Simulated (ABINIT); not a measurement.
# Dielectric calculation, with input and output: PbF₂ (part 3 of 3)

Continued. System: PbF₂ (Fm-3m, 3 atoms in the cell). Method: Kohn-Sham DFT of a periodic cell, LDA, PseudoDojo NC SR LDA v0.4.1 standard, no spin polarisation (ABINIT 10.8.3); cutoff 1142.88 eV, 4×4×4 k-mesh, fixed occupations. The structure derives from an entry of the Crystallography Open Database.

Geometry of the input (Å; fractional positions):
```
0.0000  2.9059  2.9059
2.9059  0.0000  2.9059
2.9059  2.9059  0.0000
Pb 0.0000  0.0000  0.0000
F  0.7500  0.7500  0.7500
F  0.2500  0.2500  0.2500
```

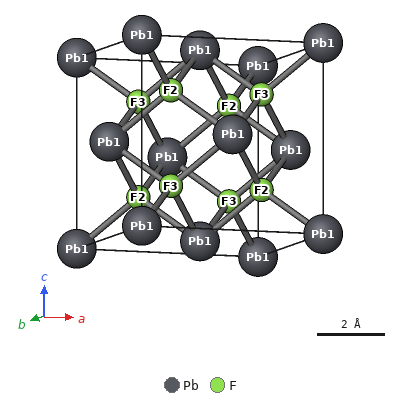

Figure 1. The input geometry (ball-and-stick view of the cell 4 times as large as that of the calculation, set on its symmetry axes, seen at an oblique angle; atoms are numbered from 1 in the order of the input). An atom can appear more than once, as a periodic image.

## File anaddb.abo, continued
```
 Effective charge tensors after
 imposition of the charge neutrality (if requested by user),
 and eventual restriction to some part :
   atom    displacement
         1         1    3.225881E+00    4.757851E-17    4.838365E-17
         1         2    4.757851E-17    3.225881E+00   -4.677336E-17
         1         3   -4.757851E-17   -4.757851E-17    3.225881E+00
         2         1   -1.612941E+00   -2.378924E-17   -2.419181E-17
         2         2   -2.378924E-17   -1.612941E+00    2.338667E-17
         2         3    2.378924E-17    2.378924E-17   -1.612941E+00
         3         1   -1.612941E+00   -2.378924E-17   -2.419181E-17
         3         2   -2.378924E-17   -1.612941E+00    2.338667E-17
         3         3    2.378924E-17    2.378924E-17   -1.612941E+00
 Now, the imaginary part of the dynamical matrix is zeroed

================================================================================

 anaddb : the run completed successfully.
```

## Key numbers

```tsv
quantity	value
outcome	converged
space group (tolerance 0.01 Å)	Fm-3m (225)
electrons treated	28
free energy	−3251.7753 eV
Fermi energy	1.282 eV
pressure	0.00 GPa
largest force (length of the vector)	under 0.001 eV/Å
ε∞ (xx, yy, zz)	3.44, 3.44, 3.44
Born charges (mean of the diagonal)	Pb1 (3.23 e); F2, F3 (−1.61 e)
wall time	8.3 min (CPU time 33 min)
peak memory	0.76 GiB
```

## Remarks

Spin–orbit coupling is left out, which matters for Pb.
